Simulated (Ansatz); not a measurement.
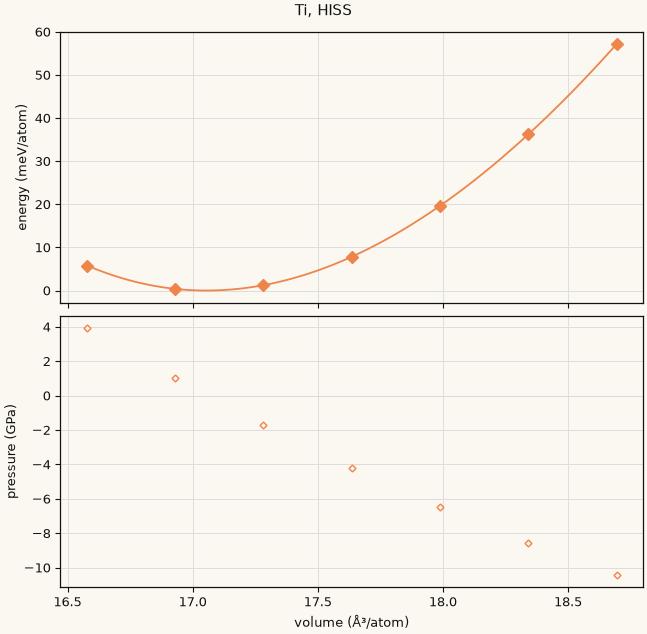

The figure shows the energy and pressure against volume for Ti, space group P6_3/mmc (No. 194).

Cell as given: a = 2.950 Å, b = 2.950 Å, c = 4.680 Å, α = 90.00°, β = 90.00°, γ = 120.00°; 2 atoms.

Calculation (Ansatz 0.2.0): plane-wave DFT, no spin polarisation; energies at scaled volumes of the given cell, shape and fractions fixed, counted from the fit's minimum, third-order Birch-Murnaghan fit. Level: HISS.

- k mesh: 5×5×3
- occupations: Fermi–Dirac
- smearing width: 0.05 eV
- potentials: Ansatz PAW
- wave cutoff: 420 eV
- density cutoff: 1680 eV

### How stiff is the solid, and where is its volume at rest?

A third-order Birch–Murnaghan fit gives V0 = 17.05 Å³/atom, B0 = 134 GPa and B′ = 3.5.

### How does the pressure vary with volume?

It falls from 3.91 GPa at volume 16.58 Å³/atom to −10.41 GPa at 18.69 Å³/atom, and changes sign near 17.06 Å³/atom.

Note: coarse k mesh; shape and atomic fractions are frozen while scaling, which makes layered, chain and framework solids too stiff.

The computed values:

```json
{"volume (Å³/atom)": "16.58", "energy (meV/atom)": "5.80", "pressure (GPa)": "3.91"}
{"volume (Å³/atom)": "16.93", "energy (meV/atom)": "0.40", "pressure (GPa)": "1.00"}
{"volume (Å³/atom)": "17.28", "energy (meV/atom)": "1.24", "pressure (GPa)": "-1.73"}
{"volume (Å³/atom)": "17.64", "energy (meV/atom)": "7.83", "pressure (GPa)": "-4.22"}
{"volume (Å³/atom)": "17.99", "energy (meV/atom)": "19.66", "pressure (GPa)": "-6.49"}
{"volume (Å³/atom)": "18.34", "energy (meV/atom)": "36.25", "pressure (GPa)": "-8.55"}
{"volume (Å³/atom)": "18.69", "energy (meV/atom)": "57.15", "pressure (GPa)": "-10.41"}
```
